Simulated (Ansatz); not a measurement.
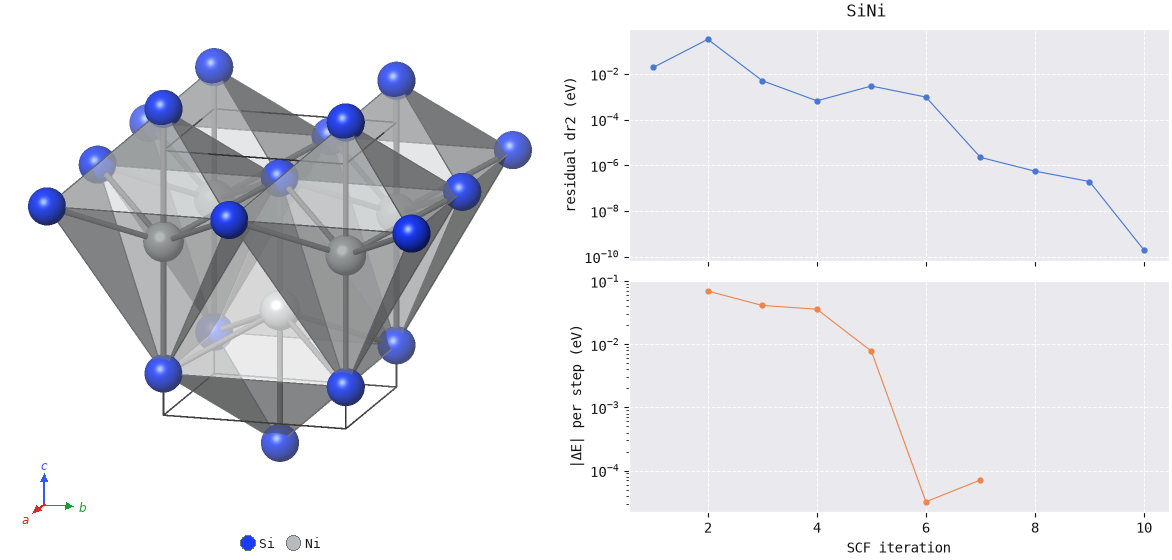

Beside the plot: the structure in its conventional cell.

The plot shows the SCF iterations of a calculation: density residual dr2, step-to-step change of the Harris–Foulkes energy. The run starts from the density of an earlier run. Energy differences below 3 × 10⁻⁶ eV aren't drawn.

Program: Ansatz.

```
crystal:
  lattice:
    - [3.0366752898, 0.0, 0.0]
    - [0.0, 3.2843754952, 0.0]
    - [0.0, 0.0, 4.7133672907]
  atoms:
    - { symbol: Si, position: [0.5, 0.5, 0.8423] }
    - { symbol: Si, position: [0.0, 0.0, 0.1577] }
    - { symbol: Ni, position: [0.5, 0.5, 0.34422], spin: 1.5 }
    - { symbol: Ni, position: [0.0, 0.0, 0.65578], spin: 1.5 }
magnetization:
  spin_polarized: true
kpoints:
  mp_grid: { grid: [11, 10, 7] }
scf:
  occupations: { method: fermi_dirac, width: 0.05 }
hamiltonian:
  xc: lda
  pseudopotentials: { kind: all_electron, datasets: crystal }
output:
  forces: true
  stress: true
  eigenvalues: true
  efg: { contact_densities: true }
```

Launched with:
```bash
ansatz run input.yaml --threads 1 --pin off --max-ram 6144MiB --backend cpu --events-out ev --progress --plain --runs-dir out
```

Q: Was self-consistency reached?

A: The run converged; it took 10 iterations. The residual falls unevenly and jumps up by a factor of two or more twice on the way down, most sharply at step 2 (by a factor of about 15).

Q: Read the residual at the first and at the last step drawn.

A: It starts near 0.02 and ends near 2 × 10⁻¹⁰ eV.
